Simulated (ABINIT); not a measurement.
## Band-structure run of C (part 3 of 4)

The same run, continued: C (4 atoms in the cell); Kohn-Sham DFT of a periodic cell, AM05, JTH PAW PBE v2.0, no spin polarisation (ABINIT 10.8.3); cutoff 544.23 eV, 12×12×7 k-mesh, fermi-dirac of 0.05 eV. The structure derives from an entry of the Crystallography Open Database.

Geometry of the input (Å; fractional positions):
```
2.5221  0.0000  0.0000
-1.2611  2.1842  0.0000
0.0000  0.0000  4.1186
C  0.6667  0.3333  0.9375
C  0.3333  0.6667  0.4375
C  0.6667  0.3333  0.5625
C  0.3333  0.6667  0.0625
```

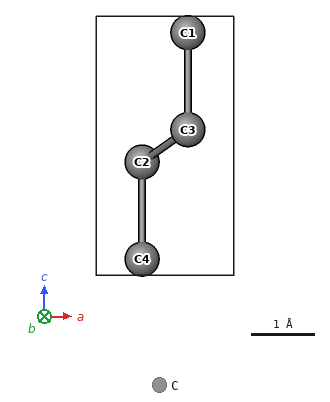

Fig. 1: The structure (ball-and-stick view of the cell of the calculation, along the b axis; atoms are numbered from 1 in the order of the input).

### What the program printed, continued
```
 -4.1460E-01 -1.9780E-01 -1.1947E-01  2.6605E-01  2.6605E-01  3.7050E-01
  3.8753E-01  3.8753E-01  5.5897E-01  5.5897E-01  5.9905E-01  6.6829E-01
  7.3528E-01  7.3528E-01  9.0779E-01  1.0205E+00
 Non-SCF case, kpt   27 (  0.00000  0.00000  0.10000), residuals and eigenvalues=
  4.44E-14  3.76E-13  4.10E-13  2.06E-13  1.21E-13  2.51E-13  6.53E-13  9.64E-13
  1.04E-13  2.18E-13  4.17E-13  4.58E-13  8.71E-13  3.76E-13  6.56E-10  1.54E-04
 -4.1204E-01 -2.1951E-01 -9.3485E-02  2.6811E-01  2.6811E-01  3.5469E-01
  3.8251E-01  3.8251E-01  5.6427E-01  5.6427E-01  6.0612E-01  6.6806E-01
  7.3031E-01  7.3031E-01  9.0972E-01  1.0227E+00
 Non-SCF case, kpt   28 (  0.00000  0.00000  0.20000), residuals and eigenvalues=
  2.29E-13  3.09E-14  1.79E-13  1.57E-13  9.99E-14  3.07E-13  7.05E-13  8.46E-13
  7.87E-13  4.36E-13  1.14E-13  7.90E-13  4.70E-13  6.44E-13  8.52E-10  6.42E-07
 -4.0437E-01 -2.5607E-01 -4.4204E-02  2.7423E-01  2.7423E-01  3.1398E-01
  3.6931E-01  3.6931E-01  5.7851E-01  5.7851E-01  6.2161E-01  6.6728E-01
  7.1645E-01  7.1645E-01  9.1584E-01  1.0282E+00
 Non-SCF case, kpt   29 (  0.00000  0.00000  0.30000), residuals and eigenvalues=
  1.98E-13  8.36E-14  8.95E-14  6.18E-13  7.46E-13  7.40E-13  7.70E-13  3.32E-13
  6.25E-13  7.31E-13  1.66E-13  3.95E-13  5.71E-13  5.46E-13  1.07E-08  1.60E-04
 -3.9162E-01 -2.9170E-01  1.2299E-02  2.5943E-01  2.8420E-01  2.8420E-01
  3.5159E-01  3.5159E-01  5.9855E-01  5.9855E-01  6.3723E-01  6.6565E-01
  6.9620E-01  6.9620E-01  9.2669E-01  1.0076E+00
 Non-SCF case, kpt   30 (  0.00000  0.00000  0.40000), residuals and eigenvalues=
  1.08E-13  8.59E-14  3.26E-14  1.05E-13  5.25E-13  6.52E-13  1.01E-13  3.89E-13
  6.02E-13  1.71E-13  2.55E-13  6.98E-13  4.36E-13  2.39E-13  1.56E-07  1.36E-05
 -3.7384E-01 -3.2364E-01  7.2714E-02  1.9847E-01  2.9767E-01  2.9767E-01
  3.3248E-01  3.3248E-01  6.2193E-01  6.2193E-01  6.4934E-01  6.6266E-01
  6.7230E-01  6.7230E-01  9.4228E-01  9.8413E-01
 Non-SCF case, kpt   31 (  0.00000  0.00000  0.50000), residuals and eigenvalues=
  1.17E-13  5.40E-13  5.67E-13  5.67E-14  4.32E-13  7.39E-13  3.00E-13  8.38E-13
  2.34E-13  5.63E-13  4.76E-13  1.27E-13  7.74E-13  1.35E-13  1.01E-07  2.23E-06
 -3.5113E-01 -3.5113E-01  1.3537E-01  1.3537E-01  3.1406E-01  3.1406E-01
  3.1406E-01  3.1406E-01  6.4698E-01  6.4698E-01  6.4698E-01  6.4698E-01
  6.5755E-01  6.5755E-01  9.6189E-01  9.6189E-01
 Non-SCF case, kpt   32 (  0.05556  0.00000  0.50000), residuals and eigenvalues=
  1.21E-13  5.19E-13  1.22E-13  6.15E-13  7.57E-14  6.45E-13  9.40E-14  2.23E-13
  3.66E-13  3.58E-13  1.95E-13  7.25E-13  5.13E-13  9.22E-13  6.65E-08  1.35E-07
 -3.4838E-01 -3.4838E-01  1.3674E-01  1.3674E-01  3.0036E-01  3.0036E-01
  3.0848E-01  3.0848E-01  6.4468E-01  6.4468E-01  6.5580E-01  6.5580E-01
  6.6679E-01  6.6679E-01  9.5749E-01  9.5749E-01
 Non-SCF case, kpt   33 (  0.11111  0.00000  0.50000), residuals and eigenvalues=
  7.12E-14  1.28E-13  1.41E-13  5.02E-13  7.93E-14  2.30E-13  2.48E-13  1.61E-13
  3.94E-13  3.16E-13  3.22E-13  8.72E-13  4.64E-13  4.56E-13  3.26E-09  4.85E-08
 -3.4017E-01 -3.4017E-01  1.4039E-01  1.4039E-01  2.6488E-01  2.6488E-01
  2.9374E-01  2.9374E-01  6.3515E-01  6.3515E-01  6.7977E-01  6.7977E-01
  6.9223E-01  6.9223E-01  9.4503E-01  9.4503E-01
 Non-SCF case, kpt   34 (  0.16667  0.00000  0.50000), residuals and eigenvalues=
  4.19E-13  5.91E-13  9.88E-14  7.81E-13  7.30E-14  8.31E-14  1.54E-13  2.86E-13
  3.09E-13  6.17E-13  7.16E-13  5.61E-13  3.58E-13  8.27E-13  2.16E-09  2.55E-08
 -3.2653E-01 -3.2653E-01  1.4374E-01  1.4374E-01  2.1941E-01  2.1941E-01
  2.7407E-01  2.7407E-01  6.2182E-01  6.2182E-01  7.1322E-01  7.1322E-01
  7.2016E-01  7.2016E-01  9.2900E-01  9.2900E-01
 Non-SCF case, kpt   35 (  0.22222  0.00000  0.50000), residuals and eigenvalues=
  2.81E-14  2.78E-13  4.29E-14  1.10E-13  4.85E-13  1.51E-13  6.78E-14  6.39E-13
  4.83E-13  7.58E-13  5.09E-13  6.95E-13  2.89E-13  5.39E-13  1.67E-10  6.09E-10
 -3.0757E-01 -3.0757E-01  1.3148E-01  1.3148E-01  1.8582E-01  1.8582E-01
  2.5331E-01  2.5331E-01  6.0812E-01  6.0812E-01  7.3487E-01  7.3487E-01
  7.4991E-01  7.4991E-01  9.2054E-01  9.2054E-01
 Non-SCF case, kpt   36 (  0.27778  0.00000  0.50000), residuals and eigenvalues=
  8.20E-14  8.31E-13  7.72E-14  3.21E-13  1.55E-13  1.98E-13  4.44E-13  6.10E-13
  1.15E-13  2.26E-13  5.62E-13  5.84E-13  5.06E-13  1.55E-13  4.01E-11  1.99E-10
 -2.8346E-01 -2.8346E-01  8.6279E-02  8.6279E-02  1.8491E-01  1.8491E-01
  2.3405E-01  2.3405E-01  5.9661E-01  5.9661E-01  7.2626E-01  7.2626E-01
  7.8420E-01  7.8420E-01  9.2887E-01  9.2887E-01
 Non-SCF case, kpt   37 (  0.33333  0.00000  0.50000), residuals and eigenvalues=
  1.04E-13  2.69E-13  5.55E-14  1.67E-13  1.07E-13  5.82E-14  1.01E-13  6.78E-13
  3.21E-13  4.68E-13  4.65E-13  4.48E-13  5.73E-13  7.89E-13  7.89E-10  5.28E-10
 -2.5454E-01 -2.5454E-01  3.2222E-02  3.2222E-02  1.9407E-01  1.9407E-01
  2.1792E-01  2.1792E-01  5.8913E-01  5.8913E-01  7.0095E-01  7.0095E-01
  8.1185E-01  8.1185E-01  9.4683E-01  9.4683E-01
 Non-SCF case, kpt   38 (  0.38889  0.00000  0.50000), residuals and eigenvalues=
  9.41E-14  8.50E-14  4.34E-13  6.36E-13  1.65E-13  1.76E-13  5.07E-13  8.81E-13
  4.23E-13  2.26E-13  2.50E-13  3.87E-13  4.92E-13  8.26E-13  3.37E-11  4.67E-09
 -2.2159E-01 -2.2159E-01 -2.0578E-02 -2.0578E-02  2.0375E-01  2.0375E-01
  2.0586E-01  2.0586E-01  5.8683E-01  5.8683E-01  6.7139E-01  6.7139E-01
  8.3092E-01  8.3092E-01  9.6246E-01  9.6246E-01
 Non-SCF case, kpt   39 (  0.44444  0.00000  0.50000), residuals and eigenvalues=
  2.43E-13  3.29E-13  3.25E-13  8.45E-13  2.22E-13  5.47E-13  8.98E-14  7.68E-14
  1.25E-13  4.21E-13  5.91E-13  7.18E-13  6.90E-13  5.41E-13  5.75E-10  1.56E-09
 -1.8735E-01 -1.8735E-01 -6.7240E-02 -6.7240E-02  1.9843E-01  1.9843E-01
  2.1081E-01  2.1081E-01  5.8949E-01  5.8949E-01  6.4658E-01  6.4658E-01
  8.4161E-01  8.4161E-01  9.7137E-01  9.7137E-01
 Non-SCF case, kpt   40 (  0.50000  0.00000  0.50000), residuals and eigenvalues=
  2.01E-13  1.14E-13  2.07E-13  4.31E-13  1.20E-13  2.74E-13  4.27E-13  7.84E-13
  3.02E-13  3.96E-13  4.61E-13  8.48E-13  8.47E-13  3.05E-13  1.04E-10  1.41E-09
 -1.6693E-01 -1.6693E-01 -9.1870E-02 -9.1870E-02  1.9593E-01  1.9593E-01
  2.1339E-01  2.1339E-01  5.9247E-01  5.9247E-01  6.3573E-01  6.3573E-01
  8.4499E-01  8.4499E-01  9.7410E-01  9.7410E-01
 Non-SCF case, kpt   41 (  0.46667  0.06667  0.50000), residuals and eigenvalues=
  1.94E-13  7.82E-14  2.56E-13  2.05E-13  9.89E-14  1.25E-13  3.16E-13  2.01E-13
  1.96E-13  2.41E-13  4.33E-13  4.64E-13  5.96E-13  2.09E-13  4.90E-10  1.24E-09
 -1.6429E-01 -1.6429E-01 -8.9720E-02 -8.9720E-02  1.7643E-01  1.7643E-01
  2.1847E-01  2.1847E-01  6.1205E-01  6.1205E-01  6.3784E-01  6.3784E-01
  8.3465E-01  8.3465E-01  9.7339E-01  9.7339E-01
 Non-SCF case, kpt   42 (  0.43333  0.13333  0.50000), residuals and eigenvalues=
  9.57E-14  1.97E-13  1.48E-13  9.40E-14  6.00E-14  7.68E-13  1.34E-13  1.18E-13
  3.31E-13  2.65E-13  5.76E-13  7.93E-13  3.68E-13  6.30E-13  1.21E-10  1.90E-10
 -1.5644E-01 -1.5644E-01 -8.3702E-02 -8.3702E-02  1.3595E-01  1.3595E-01
  2.2350E-01  2.2350E-01  6.4394E-01  6.4394E-01  6.6172E-01  6.6172E-01
  8.1021E-01  8.1021E-01  9.6788E-01  9.6788E-01
 Non-SCF case, kpt   43 (  0.40000  0.20000  0.50000), residuals and eigenvalues=
  9.74E-14  7.20E-13  5.66E-13  6.56E-13  4.01E-13  8.61E-13  2.03E-13  2.28E-13
  2.35E-13  2.13E-13  2.28E-13  5.06E-13  4.19E-13  7.48E-13  1.31E-08  4.84E-08
 -1.4368E-01 -1.4368E-01 -7.5620E-02 -7.5620E-02  8.9269E-02  8.9269E-02
  2.2775E-01  2.2775E-01  6.5343E-01  6.5343E-01  7.1871E-01  7.1871E-01
  7.8878E-01  7.8878E-01  9.5545E-01  9.5545E-01
 Non-SCF case, kpt   44 (  0.36667  0.26667  0.50000), residuals and eigenvalues=
  2.81E-13  1.31E-13  7.29E-14  7.03E-14  5.98E-14  4.93E-13  1.12E-13  2.24E-13
  2.26E-13  4.23E-13  3.18E-13  7.24E-13  6.61E-13  9.53E-13  4.22E-10  1.61E-09
 -1.2723E-01 -1.2723E-01 -7.0678E-02 -7.0678E-02  4.9933E-02  4.9933E-02
  2.3114E-01  2.3114E-01  6.6406E-01  6.6406E-01  7.3125E-01  7.3125E-01
  8.1261E-01  8.1261E-01  9.4292E-01  9.4292E-01
 Non-SCF case, kpt   45 (  0.33333  0.33333  0.50000), residuals and eigenvalues=
  1.71E-13  9.16E-13  3.35E-14  1.95E-13  3.69E-14  2.60E-13  8.04E-14  5.22E-13
  1.66E-13  2.57E-13  2.92E-13  7.81E-13  5.93E-13  7.87E-13  5.35E-11  4.38E-10
 -1.1526E-01 -1.1526E-01 -7.3731E-02 -7.3731E-02  3.4603E-02  3.4603E-02
  2.3256E-01  2.3256E-01  6.6950E-01  6.6950E-01  7.2374E-01  7.2374E-01
  8.3556E-01  8.3556E-01  9.4315E-01  9.4315E-01
 Non-SCF case, kpt   46 (  0.30303  0.30303  0.50000), residuals and eigenvalues=
  6.67E-14  2.45E-13  8.40E-14  2.73E-13  4.80E-14  7.36E-13  1.35E-13  9.16E-13
  8.22E-13  6.93E-13  2.34E-13  8.77E-13  5.61E-13  2.18E-13  1.36E-11  3.25E-11
 -1.3190E-01 -1.3190E-01 -6.1474E-02 -6.1474E-02  4.4513E-02  4.4513E-02
  2.3109E-01  2.3109E-01  6.6604E-01  6.6604E-01  7.3095E-01  7.3095E-01
  8.2192E-01  8.2192E-01  9.3091E-01  9.3091E-01
 Non-SCF case, kpt   47 (  0.27273  0.27273  0.50000), residuals and eigenvalues=
  1.92E-13  4.95E-13  1.46E-13  6.75E-13  3.15E-13  5.59E-13  6.93E-14  2.09E-13
  2.04E-13  7.44E-13  1.75E-13  9.37E-13  2.91E-13  6.71E-13  6.50E-11  1.48E-10
 -1.6532E-01 -1.6532E-01 -3.4259E-02 -3.4259E-02  6.7372E-02  6.7372E-02
  2.2641E-01  2.2641E-01  6.6176E-01  6.6176E-01  7.4623E-01  7.4623E-01
  7.9498E-01  7.9498E-01  9.0872E-01  9.0872E-01
 Non-SCF case, kpt   48 (  0.24242  0.24242  0.50000), residuals and eigenvalues=
  1.22E-13  3.97E-13  5.95E-14  8.86E-13  4.89E-14  3.73E-13  5.69E-14  9.22E-14
  3.73E-13  6.22E-13  4.36E-13  9.43E-13  9.58E-13  8.41E-13  3.34E-11  1.84E-10
 -2.0086E-01 -2.0086E-01 -8.6417E-04 -8.6417E-04  9.6923E-02  9.6923E-02
  2.1875E-01  2.1875E-01  6.6122E-01  6.6122E-01  7.5592E-01  7.5592E-01
  7.7143E-01  7.7143E-01  8.9228E-01  8.9228E-01
 Non-SCF case, kpt   49 (  0.21212  0.21212  0.50000), residuals and eigenvalues=
  6.18E-14  1.12E-13  1.46E-13  8.34E-13  1.28E-13  6.28E-13  6.02E-14  6.73E-13
  2.14E-13  7.67E-13  8.15E-13  3.97E-13  2.77E-13  4.20E-13  3.72E-11  5.40E-11
 -2.3442E-01 -2.3442E-01  3.6577E-02  3.6577E-02  1.3003E-01  1.3003E-01
  2.0933E-01  2.0933E-01  6.6365E-01  6.6365E-01  7.3168E-01  7.3168E-01
  7.7895E-01  7.7895E-01  8.8649E-01  8.8649E-01
 Non-SCF case, kpt   50 (  0.18182  0.18182  0.50000), residuals and eigenvalues=
  1.03E-13  3.38E-13  7.30E-14  5.16E-13  8.17E-14  7.98E-13  1.56E-13  6.95E-13
  5.58E-13  5.61E-13  1.41E-13  4.03E-13  2.71E-13  6.33E-13  1.99E-12  6.47E-12
 -2.6456E-01 -2.6456E-01  7.6593E-02  7.6593E-02  1.6332E-01  1.6332E-01
  2.0148E-01  2.0148E-01  6.6602E-01  6.6602E-01  7.0571E-01  7.0571E-01
  7.8486E-01  7.8486E-01  8.9086E-01  8.9086E-01
 Non-SCF case, kpt   51 (  0.15152  0.15152  0.50000), residuals and eigenvalues=
  1.82E-14  1.55E-13  2.90E-13  4.80E-13  1.30E-13  4.00E-13  1.28E-13  2.72E-13
  4.40E-13  7.96E-13  2.73E-13  5.56E-13  5.65E-13  8.09E-13  1.28E-11  4.14E-11
 -2.9061E-01 -2.9061E-01  1.1572E-01  1.1572E-01  1.8298E-01  1.8298E-01
  2.1114E-01  2.1114E-01  6.6544E-01  6.6544E-01  6.8455E-01  6.8455E-01
  7.8214E-01  7.8214E-01  9.0087E-01  9.0087E-01
 Non-SCF case, kpt   52 (  0.12121  0.12121  0.50000), residuals and eigenvalues=
  3.06E-13  7.76E-13  1.09E-13  1.14E-13  1.16E-13  1.49E-13  3.34E-13  4.45E-13
  2.38E-13  6.42E-13  1.23E-13  4.70E-13  4.73E-13  5.31E-13  5.75E-11  2.48E-10
 -3.1221E-01 -3.1221E-01  1.4109E-01  1.4109E-01  1.9680E-01  1.9680E-01
  2.4132E-01  2.4132E-01  6.6024E-01  6.6024E-01  6.7054E-01  6.7054E-01
  7.6562E-01  7.6562E-01  9.1417E-01  9.1417E-01
 Non-SCF case, kpt   53 (  0.09091  0.09091  0.50000), residuals and eigenvalues=
  7.41E-14  1.53E-13  1.04E-13  5.43E-13  3.46E-14  2.77E-13  5.86E-14  4.75E-13
  6.10E-13  3.39E-13  1.57E-13  6.06E-13  2.04E-13  1.83E-13  7.38E-09  1.32E-07
 -3.2916E-01 -3.2916E-01  1.4376E-01  1.4376E-01  2.3161E-01  2.3161E-01
  2.7065E-01  2.7065E-01  6.5268E-01  6.5268E-01  6.6297E-01  6.6297E-01
  7.3439E-01  7.3439E-01  9.3056E-01  9.3056E-01
 Non-SCF case, kpt   54 (  0.06061  0.06061  0.50000), residuals and eigenvalues=
  1.77E-13  2.49E-13  5.55E-13  9.90E-13  4.92E-14  8.51E-13  6.42E-14  1.10E-13
  8.33E-13  9.00E-13  1.28E-13  4.95E-13  1.40E-13  2.94E-13  1.28E-08  5.56E-08
 -3.4134E-01 -3.4134E-01  1.3993E-01  1.3993E-01  2.7090E-01  2.7090E-01
  2.9400E-01  2.9400E-01  6.4807E-01  6.4807E-01  6.5741E-01  6.5741E-01
  6.9690E-01  6.9690E-01  9.4669E-01  9.4669E-01
 Non-SCF case, kpt   55 (  0.03030  0.03030  0.50000), residuals and eigenvalues=
  3.57E-13  5.77E-13  9.61E-14  1.14E-13  3.36E-13  7.75E-13  8.69E-13  1.12E-13
  4.22E-13  1.20E-13  8.27E-13  1.12E-13  4.33E-13  1.65E-13  6.73E-07  1.47E-06
 -3.4868E-01 -3.4868E-01  1.3659E-01  1.3659E-01  3.0190E-01  3.0190E-01
  3.0893E-01  3.0893E-01  6.4685E-01  6.4685E-01  6.5209E-01  6.5209E-01
  6.6671E-01  6.6671E-01  9.5796E-01  9.5796E-01
 Non-SCF case, kpt   56 (  0.00000  0.00000  0.50000), residuals and eigenvalues=
  1.17E-13  5.40E-13  5.67E-13  5.67E-14  4.32E-13  7.39E-13  3.00E-13  8.38E-13
  2.34E-13  5.63E-13  4.76E-13  1.27E-13  7.74E-13  1.35E-13  1.01E-07  2.23E-06
 -3.5113E-01 -3.5113E-01  1.3537E-01  1.3537E-01  3.1406E-01  3.1406E-01
  3.1406E-01  3.1406E-01  6.4698E-01  6.4698E-01  6.4698E-01  6.4698E-01
  6.5755E-01  6.5755E-01  9.6189E-01  9.6189E-01
```
